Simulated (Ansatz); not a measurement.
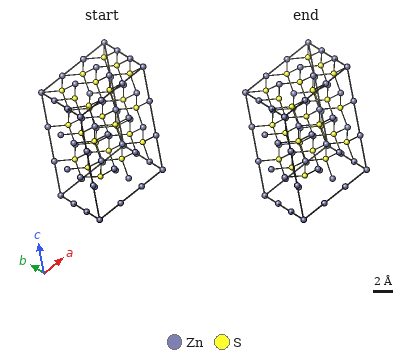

The structure of a defect cell of composition Zn₂₆S₂₇ before (left) and after (right) a relaxation, at one scale.

A ball-and-stick model of the cell of the calculation, reduced to other axes, seen slightly off an axis. Lengths and directions refer to the drawn axes.

Case: Zn vacancy (site a), charge +0, atoms relaxed at the host's cell.

Method: DFT PBE, scalar-relativistic, plane waves, PAW (Ansatz 0.2.0). Settings: plane-wave cutoff 420 eV; k-point mesh 2 × 2 × 2; occupations gaussian; smearing width 0.01 eV; collinear spin; atoms relaxed in a fixed cell; force threshold 0.025 eV/Å; at most 45 steps.

Question: Summarise the run.

Answer: An S atom moves most: 0.15 Å along [−3 3 −2]. By element the largest moves are S 0.15 Å, Zn 0.05 Å. The cell doesn't change. Near-neighbour distances that change, for instance: S–Zn 2.463 → 2.312 Å, S–Zn 2.441 → 2.311 Å, S–Zn 2.412 → 2.312 Å, S–Zn 2.257 → 2.312 Å. Among the angles between lasting bonds that change: Zn–S–Zn 103.4° → 109.2°, S–Zn–S 106.2° → 110.5°, Zn–S–Zn 105.4° → 109.2°. The energy falls by 0.252 eV per cell of the calculation in 4 geometry steps. Largest force component: 1.1 eV/Å at the start, 0.0023 eV/Å at the end. Cost: 4.1 min on 8 threads of Intel(R) Xeon(R) Platinum 8488C (Sapphire Rapids) (shared host), peak memory 12 GiB.
